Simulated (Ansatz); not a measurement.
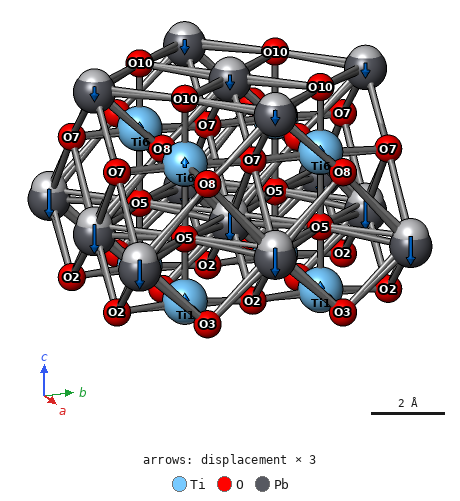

A relaxation of a slab of composition TiPbO$_{3}$ (cut from the Pm-3m phase). The starting structure is drawn faded, the final one solid; blue arrows show the displacements, magnified 3 times.

The picture is a ball-and-stick view of the atoms within 5.8 Å of the atom that moves most (axes of the 2 × 1 repeat of the cell, outlined in the plane, without the vacuum (origin shifted)), seen slightly off an axis.

The slab is the (1 0 0) face of TiPbO3.

Method: DFT PBE, scalar-relativistic, plane waves, PAW (Ansatz 0.2.0).

Input
```yaml
crystal:
  lattice:
    - [3.9664957941, 0.0, 0.0]
    - [0.0, 3.9664957941, 0.0]
    - [0.0, 0.0, 24.9162394853]
  atoms:
    - { symbol: Ti, position: [0.5, 0.5, 0.3010085051] }
    - { symbol: O, position: [0.5, 0.0, 0.3010085051] }
    - { symbol: O, position: [0.0, 0.5, 0.3010085051] }
    - { symbol: Pb, position: [0.0, 0.0, 0.3806051031] }
    - { symbol: O, position: [0.5, 0.5, 0.3806051031] }
    - { symbol: Ti, position: [0.5, 0.5, 0.460201701] }
    - { symbol: O, position: [0.5, 0.0, 0.460201701] }
    - { symbol: O, position: [0.0, 0.5, 0.460201701] }
    - { symbol: Pb, position: [0.0, 0.0, 0.539798299] }
    - { symbol: O, position: [0.5, 0.5, 0.539798299] }
    - { symbol: Ti, position: [0.5, 0.5, 0.6193948969] }
    - { symbol: O, position: [0.5, 0.0, 0.6193948969] }
    - { symbol: O, position: [0.0, 0.5, 0.6193948969] }
    - { symbol: Pb, position: [0.0, 0.0, 0.6989914949] }
    - { symbol: O, position: [0.5, 0.5, 0.6989914949] }
basis:
  ecutwfc: 420
kpoints:
  mp_grid: { grid: [7, 7, 1] }
hamiltonian:
  xc: pbe
scf:
  occupations: { method: gaussian, width: 0.05 }
output:
  forces: true
  eigenvalues: true
  write_density: true
  write_potential: true
  elf: true
  volumetric_format: npy
relax:
  adjacent_minimum: "off"
  f_tol: 0.02
  max_steps: 60
efield:
  axis: 3
  dipole_correction: true
  ramp_width: 0.04
```

Run as
```bash
ansatz run input.yaml --threads 4 --pin off --max-ram 9216MiB --backend cpu --events-out ev --progress --plain --runs-dir out
```

Q: Atoms of which element are displaced furthest, and by how much?

A: Lead: up to 0.29 Å, against 0.18 Å for titanium.

Q: What did the optimiser do to the structure, and how much energy did it gain?

A: Over 5 accepted moves (6 points after the start) the energy falls by 0.587 eV per cell of the calculation. Largest force component: 2.5 eV/Å at the start, 0.0033 eV/Å at the end. The line search rejected the trial step at point 2 of the run. Pb4 moves most relative to the layer's centre: 0.29 Å along the normal (−c). Largest moves by element: Pb 0.29 Å, Ti 0.18 Å, O 0.11 Å. The cell stays as it was. Near-neighbour distances that change, for instance: Pb4–O7 2.805 → 3.039 Å, Ti1–O5 1.983 → 1.802 Å, O2–Pb4 2.805 → 2.631 Å, O5–Ti6 1.983 → 2.145 Å. Among the angles between lasting bonds that change: O2–Ti1–O2 180.0° → 170.9°, Ti1–O2–Ti1 180.0° → 170.9°, O2–Ti1–O5 90.0° → 94.5°. The run took 2 min on 4 threads of Arm Neoverse V1 (shared host), peak memory 1.1 GiB.
